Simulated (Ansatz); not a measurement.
ZrN: single-point calculation

The run: single-point calculation of ZrN (Fm-3m, 2 atoms in the cell). Method and program: DFT PBE, scalar-relativistic, plane waves, PAW, no spin polarisation (Ansatz 0.2.0).

The structure derives from an entry of the Crystallography Open Database. It belongs to a series of runs on one base structure; here: bulk in the cell of the (1 1 0) plane. Figures and captions count atoms from 1; the log counts them from 0 in places.

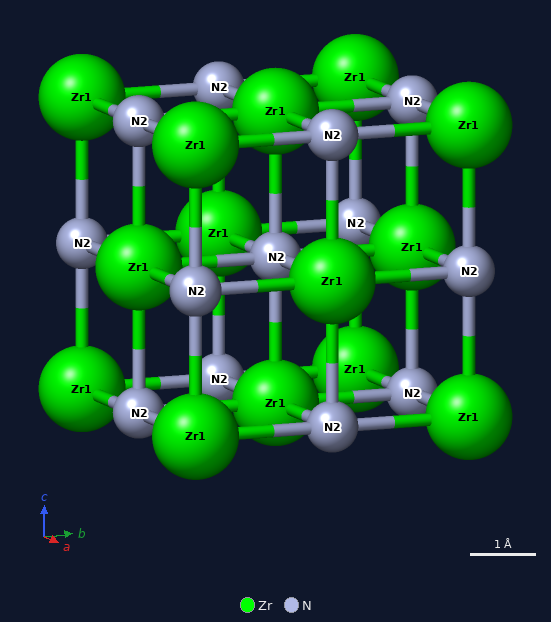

*The structure as given in the input (ball-and-stick view of the cell 4 times as large as that of the calculation, set on its symmetry axes, seen slightly off an axis; atoms are numbered from 1 in the order of the input). An atom can appear more than once, as a periodic image.*

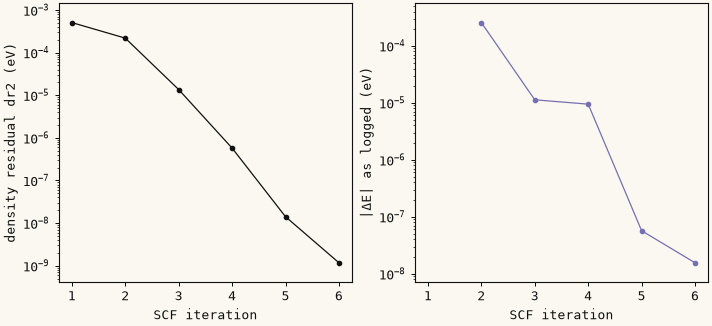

*Convergence of the self-consistent field: density residual dr2 and size of the energy change against the SCF iteration.*

The residual falls at every step.

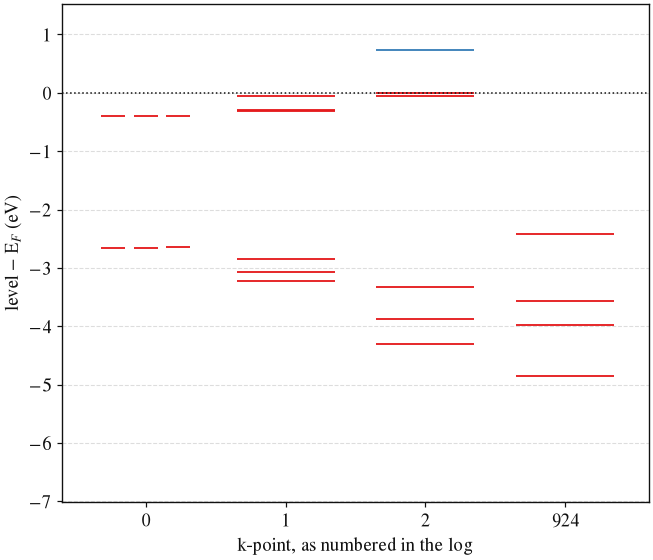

*Kohn–Sham levels near the Fermi level (dotted) at the few k-points that the log prints; levels within 0.02 eV of each other stand side by side.*

The system is metallic on the full mesh.

These pictures come from the run below.

Input
```yaml
crystal:
  lattice:
    - [3.2489094157, 0.0, 0.0]
    - [0.0, 4.5946517586, 0.0]
    - [1.6244547079, 2.2973258793, 1.6244547079]
  atoms:
    - { symbol: Zr, position: [0.0, 0.0, 0.0] }
    - { symbol: "N", position: [0.0, 0.5, 0.0] }
basis:
  ecutwfc: 420
kpoints:
  mp_grid: { grid: [11, 8, 21] }
hamiltonian:
  xc: pbe
scf:
  occupations: { method: gaussian, width: 0.1 }
output:
  forces: true
  stress: true
  eigenvalues: true
```

Launch command:
```bash
ansatz run input.yaml --threads 1 --pin off --max-ram 2560MiB --backend cpu --events-out ev --progress --plain --runs-dir out
```

What the program printed
```
Warning: crystal.symmetry: narrowed to the stabiliser of the k-point mesh — unitary ops 48 → 2; excluded 46 operations that carry a point of the 11×8×21 mesh (shift [0, 0, 0]) off the mesh (the run samples exactly the mesh kpoints.mp_grid names, as under crystal.symmetry.detect: false, and its converged state has the mesh's symmetry, not the crystal's; ε∞, the Born charges and the force constants of a linear response (`dielectric:` by the response, `phonons.method: dfpt`) are averaged over those of the crystal's operations that the state keeps within a tolerance, where `mesh_tensors`, `unaveraged_element` or `gamma_mean_max_change_ev_ang2` stands beside them; a row that `dielectric.field_direction` solves alone is averaged likewise, with nothing beside; a Γ-centred mesh of equal divisions is mapped onto itself by every operation and keeps the whole group, as does a half-shifted one under kpoints.further_shifts: images)
Engine: ansatz 0.2.0, x86_64-unknown-linux-gnu
Pseudopotentials: kind: paw
Pseudopotential: Zr, paw, valence charge 12, recommended cutoff 420 eV (normal), Zr.paw.azcp
Pseudopotential: N, paw, valence charge 5, recommended cutoff 420 eV (normal), N.paw.azcp
Functional definition: PBE
  parameter kappa = 0.804
  parameter beta = 0.06672455060314922
  exchange = pbe_x(kappa = kappa, mu = beta*pi^2/3)
  correlation = pbe_c(beta = beta)
Crystal: 2 atoms, lattice volume = 24.249 Å³
Basis set: ecut = 420 eV, 459 PW (Γ), exchange–correlation on 48×64×48 points (8 copies of the dense FFT grid, shifted against one another)
Bands: 13, of which v1, the nominal top of the filled ones, is band 9 counted from 1 (8 counted from 0)
Symmetry: 2 space group operations
k-points: 925 of 1848
Non-local potential: Zr, projectors of the file, l = 0: 3, l = 1: 2, l = 2: 2, l = 3: 2
Non-local potential: N, projectors of the file, l = 0: 2, l = 1: 2, l = 2: 1
PAW form: soft (Blöchl's): semilocal exchange-correlation on the pseudo side does not see the compensation charge
PAW one-centre angular grid: Zr, 590 points (default); XC on 64 Gauss nodes
PAW one-centre angular grid: N, 110 points (default); XC on 64 Gauss nodes
Initial density: superposition of atomic densities (neutral atoms: chi_scale 0, normalization atom), corrected by the library's trained network
Initial wavefunctions: pseudopotential atomic-orbital guess
Functional: x = pbe(κ = 0.804, μ = 0.2195149727645171), c = pbe(β = 0.06672455060314922)
SCF iter   1: F=—  HF=-4571.308389 eV  |F-HF|=—  |Δ(HF+E_count)|=         —  Δρ=1.35e-3  dr2=5.08e-4  ethr=1.77e-3  ⟨swp⟩=5.0  Hψ=58215  notcnv=0
preconditioner: auto → none  [metal: Δε(μ)=0.016 eV  Ē_g=18.816 eV  σ=0.100 eV  W_gap=0.09  n_scr=8 (ndim 8)  ℏωp=29.2 eV  f_vac=0.000  D(μ)=0.75/eV (n_scr^D=8)  sad-step TF]
SCF iter   2: F=—  HF=-4571.308133 eV  |F-HF|=—  |Δ(HF+E_count)|=   2.56e-4  Δρ=8.49e-4  dr2=2.19e-4  ethr=2.99e-6  ⟨swp⟩=2.5  Hψ=25773  notcnv=0
SCF iter   3: F=—  HF=-4571.308122 eV  |F-HF|=—  |Δ(HF+E_count)|=   1.13e-5  Δρ=2.55e-4  dr2=1.36e-5  ethr=1.29e-6  ⟨swp⟩=2.1  Hψ=14650  notcnv=0
SCF iter   4: F=—  HF=-4571.308113 eV  |F-HF|=—  |Δ(HF+E_count)|=   9.48e-6  Δρ=5.72e-5  dr2=5.75e-7  ethr=8.01e-8  ⟨swp⟩=2.1  Hψ=19314  notcnv=0
iter 5 did not close the SCF: its close was put off for the readings that it lacked (scf_convergence_deferred on its scf_iter line)
SCF iter   5: F=-4571.308113 eV  HF=-4571.308113 eV  |F-HF|=7.80e-9  |Δ(HF+E_count)|=   5.70e-8  Δρ=9.94e-6  dr2=1.41e-8  ethr=3.38e-9  ⟨swp⟩=2.0  Hψ=19559  notcnv=0
SCF iter   6: F=-4571.308113 eV  HF=-4571.308113 eV  |F-HF|=7.50e-10  |Δ(HF+E_count)|=   1.56e-8  Δρ=2.80e-6  dr2=1.17e-9  ethr=8.27e-11  ⟨swp⟩=3.1  Hψ=40534  notcnv=0
SCF 1 converged in 6 iterations: F = -4571.308113 eV  dr2 = 1.17e-9
  greatest PAW one-centre occupation: 0.995 electrons in one spin orbital (limit 2), on the Zr atom at site 0 (counted from 0), in its partial waves of l = 0
SCF converged after 6 iterations
Free energy (F): -4571.308113 eV
Harris-Foulkes:  -4571.308113 eV  (|F-HF|=7.50e-10)
Internal energy: -4571.304343 eV  (E = F + TS)
E sigma→0 (E₀):  -4571.306228 eV
Entropy (-TS):   -0.003770 eV (-1.885 meV/atom)
Fermi energy:    17.566680 eV
--- Per-component energies (eV) ---
  E_band       = -27.946075
  E_kinetic    = 467.164226
  E_local      = -626.524264  (includes V_loc(G=0)·N_el)
  E_nonlocal   = 123.144532
  E_hartree    = 188.574927
  E_xc         = -224.168902
  E_vxc        = -270.613558  (∫ρ·V_xc dr)
  E_paw        = -3080.404002  (= ΣΔE_a)
  E_vpaw       = -98.266224  (= ΣTr[D̂ρ^β])
  E_aug_tail   = 0.000118  (compensation charges beyond the density's cutoff)
  E_ewald      = -1419.090977
  E_smearing   = -0.003770  (= −TS)
  E_closure    = 0.000000  (closes the sum)
  Σ components = -4571.308113   (vs F -4571.308113, Δ=0.00e0)
--- Forces (eV/Å), atoms counted from 1 ---
  atom   1  Zr     0.00000000     0.00000000     0.00000000
  atom   2  N      0.00000000     0.00000000     0.00000000
  max |Σ_I F_I| component: 0.00e0 eV/Å
--- Stress (GPa, compression-positive) ---
       -0.066847       0.072155      -0.026376
        0.072155       0.098445       0.181717
       -0.026376       0.181717       0.079854
  P = ⅓ Tr σ = 0.0372 GPa (0.372 kbar)
--- Band table (eV; the first three rows and the last of 925) ---
  k-point 0: bands = ["-32.0408", "-9.6706", "-9.6691", "-9.6685", "1.3095", "14.9151", "14.9162", "14.9168", "17.1656", "17.1659", "17.1670", "19.1315", "19.1328"]
  k-point 1: bands = ["-32.0329", "-9.7373", "-9.6864", "-9.6697", "1.4300", "14.3473", "14.4983", "14.7141", "17.2535", "17.2752", "17.5208", "19.3475", "19.7415"]
  k-point 2: bands = ["-32.0107", "-9.9162", "-9.7338", "-9.6733", "1.7564", "13.2559", "13.6908", "14.2418", "17.5134", "17.5567", "18.3061", "19.7231", "21.1003"]
  k-point 924: bands = ["-31.8653", "-10.5340", "-10.0346", "-10.0062", "1.9914", "12.7213", "13.5883", "13.9935", "15.1417", "21.1861", "21.7206", "21.9635", "22.5702"]
```

Summary

| quantity | value |
| --- | --- |
| outcome | converged |
| space group (tolerance 0.01 Å) | Fm-3m (225) |
| electrons treated | 17 |
| free energy | −4571.3081 eV |
| Fermi energy | 17.567 eV |
| gap on the k-point mesh | none (metallic) |
| pressure | 0.04 GPa |
| largest force (length of the vector) | under 0.001 eV/Å |
| hardware | 1 thread of Oxide Virtual Turin-like (Zen 5), 32 GiB of memory available, shared host |
| wall time | 6.3 s |
| peak memory | 0.59 GiB |

Notes

Warnings of the run: the k-point mesh lowers the symmetry that the run can use. The cell holds an odd number of electrons but the run has no spin polarisation, so a band is left half filled.
